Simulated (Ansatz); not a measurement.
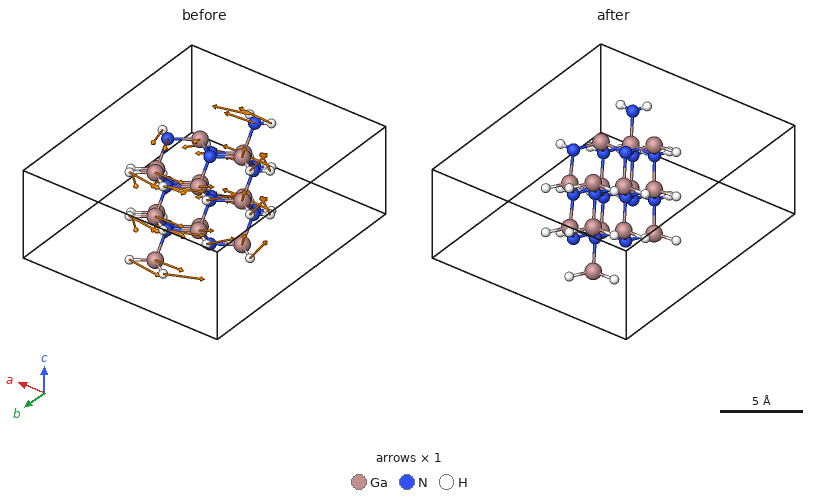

The structure of a wire of composition Ga$_{3}$H$_{5}$N$_{3}$ before (left) and after (right) a relaxation, at one scale. The orange arrows give the displacements (the part carried along by the change of the cell is left out), at their true length.

A ball-and-stick model of the 2 repeat of the cell, with the vacuum cut short, seen from a free direction.

Case: wire along [1 1 0], 12 atoms a period, capped with H.

Computed with DFT PBE, scalar-relativistic, plane waves, PAW (Ansatz 0.2.0). Settings: plane-wave cutoff 420 eV; k-point mesh 1 × 1 × 10; occupations gaussian; smearing width 0.05 eV; no spin polarisation; cell relaxed at fixed a, b, alpha, beta, gamma; force threshold 0.02 eV/Å; at most 45 steps.

**What changed between the two?**

The energy falls by 0.992 eV per cell of the calculation in 34 accepted moves (37 points after the start). The largest force component goes from 2.4 to 0.014 eV/Å. The line search rejected the trial steps at points 5, 17 of the run. The SCF was repeated once at an unchanged geometry on a basis and grid sized afresh for the cell, which shifted the energy by 8.6 meV per cell of the calculation at most. The largest moves relative to the centre of the atoms, 2.67 Å, are those of H atoms. By element the largest moves are H 2.67 Å, N 2.23 Å, Ga 2.15 Å. Along the periodic axis the drawn cell goes c 6.433 → 6.512 Å (+1.2 %). Some distances before and after: Ga–N 1.970 → 2.070 Å, Ga–N 1.970 → 1.895 Å, Ga–N 1.970 → 2.031 Å, Ga–H 1.570 → 1.554 Å. Among the angles between lasting bonds that change: N–Ga–H 109.5° → 126.0°, N–Ga–H 109.5° → 125.0°, H–Ga–H 109.5° → 123.9°. The run took 7.9 min on 4 threads of Intel(R) Xeon(R) Platinum 8488C (Sapphire Rapids) (shared host), peak memory 2.2 GiB.
